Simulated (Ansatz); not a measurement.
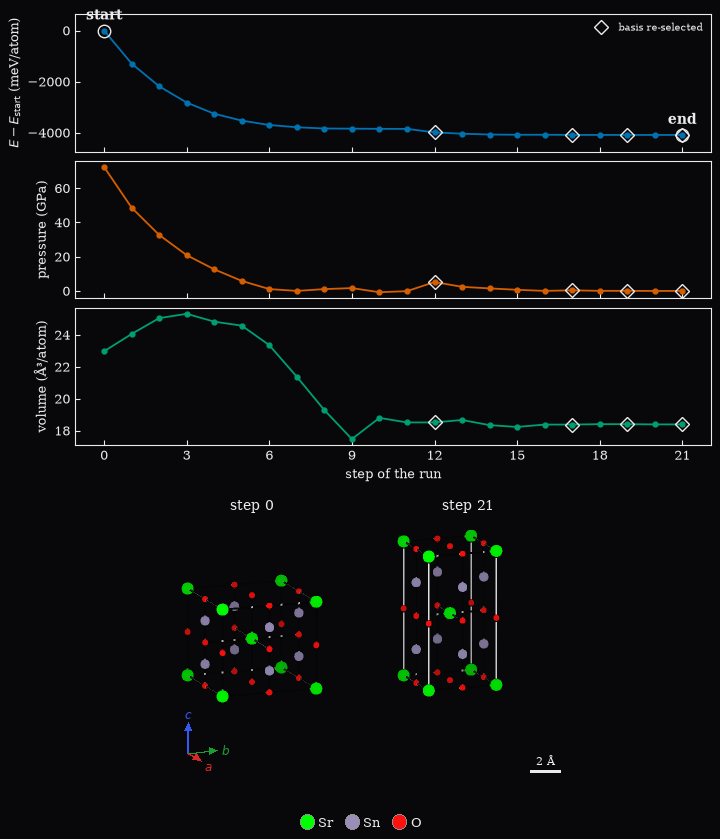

First and last geometry of a relaxation of a crystal of SrSn₂O₃ (a generated structure, set up in I4/mmm) (coarse preliminary run), with the history of the run. The picture is a ball-and-stick view of the conventional cell (2 times the calculation's cell), seen slightly off an axis. Lengths and directions refer to the drawn axes.

These are results of Ansatz 0.2.0, DFT PBE, scalar-relativistic, plane waves, PAW, not measurements. Set-up: plane-wave cutoff 420 eV; k-point mesh 4 × 4 × 4; occupations gaussian; smearing width 0.1 eV; no spin polarisation; cell and atoms relaxed; force threshold 0.04 eV/Å; at most 70 steps.

### Did the run converge, and what did it change?

It converged. No atom moves by more than 0.005 Å relative to the cell. Cell: a = b 6.765 → 4.873 Å (−28.0 %), c 6.024 → 9.295 Å (+54.3 %). Volume −19.9 %. Some distances before and after: O–Sr 3.012 → 4.647 Å, O–Sr 3.382 → 2.436 Å, O–Sn 1.506 → 2.324 Å. Bonds break: O–Sr (3.01 → 4.65 Å). The space group stays I4/mmm (No. 139). The energy falls by 4085 meV per atom in 17 accepted moves (21 points after the start). All forces vanish by symmetry, so only the cell relaxes. Pressure: 72.43 GPa at the start and 0.02 GPa at the end. The SCF was repeated 4 times at an unchanged geometry on a basis and grid sized afresh for the cell, which shifted the energy by 138 meV per atom at most. The run took 2.7 min on 1 thread of AMD EPYC (Zen 3) (shared host), peak memory 0.45 GiB.

| step | E − E(0), meV/atom | pressure, GPa | volume, Å³/atom | note |
| --- | --- | --- | --- | --- |
| 0 | 0.00 | 72.43 | 22.974 |  |
| 1 | -1291.15 | 48.67 | 24.056 |  |
| 2 | -2180.50 | 32.74 | 25.050 |  |
| 3 | -2817.57 | 20.92 | 25.320 |  |
| 4 | -3254.56 | 12.66 | 24.829 |  |
| 5 | -3522.79 | 5.88 | 24.578 |  |
| 6 | -3696.18 | 1.11 | 23.357 |  |
| 7 | -3783.56 | 0.04 | 21.376 |  |
| 8 | -3832.52 | 1.09 | 19.289 |  |
| 9 | -3839.07 | 1.69 | 17.474 |  |
| 10 | -3845.31 | -0.73 | 18.802 |  |
| 11 | -3847.39 | -0.09 | 18.516 |  |
| 12 | -3985.08 | 5.23 | 18.516 | same geometry, new basis |
| 13 | -4036.23 | 2.42 | 18.670 |  |
| 14 | -4068.63 | 1.51 | 18.347 |  |
| 15 | -4077.36 | 0.68 | 18.233 |  |
| 16 | -4077.36 | 0.06 | 18.382 |  |
| 17 | -4083.69 | 0.40 | 18.382 | same geometry, new basis |
| 18 | -4084.59 | 0.07 | 18.408 |  |
| 19 | -4084.70 | 0.08 | 18.408 | same geometry, new basis |
| 20 | -4084.88 | 0.02 | 18.393 |  |
| 21 | -4084.87 | 0.02 | 18.393 | same geometry, new basis |
